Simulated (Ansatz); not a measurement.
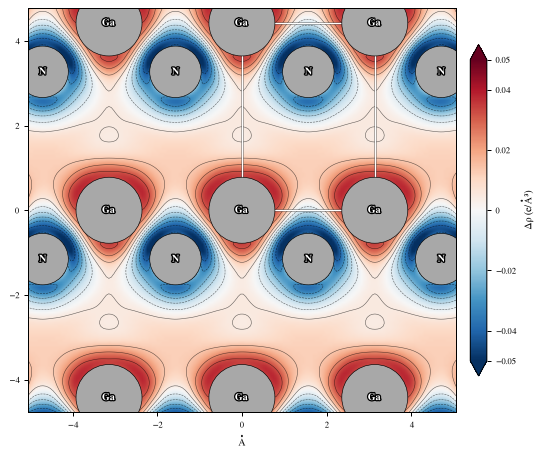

AlGaN$_{2}$. Difference of the valence pseudo-densities of two functionals at the same geometry, on the (010) plane of the calculation cell: one of HF and PBE0 less the other.

Both computed with Ansatz (plane waves, PAW), on the same k-point mesh. Grey discs cover the atomic cores.

### Which was subtracted from which, and what does the map show?

It is PBE0 less HF. Against HF, PBE0 gives more density around Ga (+0.023 e/Å³ on average at 1.0 Å from the nucleus), less density around N (−0.038 e/Å³ on average at 0.8 Å from the nucleus), more density in the space between the atoms (+0.005 e/Å³ on average) and a change of −0.006 e/Å³ at the midpoint of Ga–N.
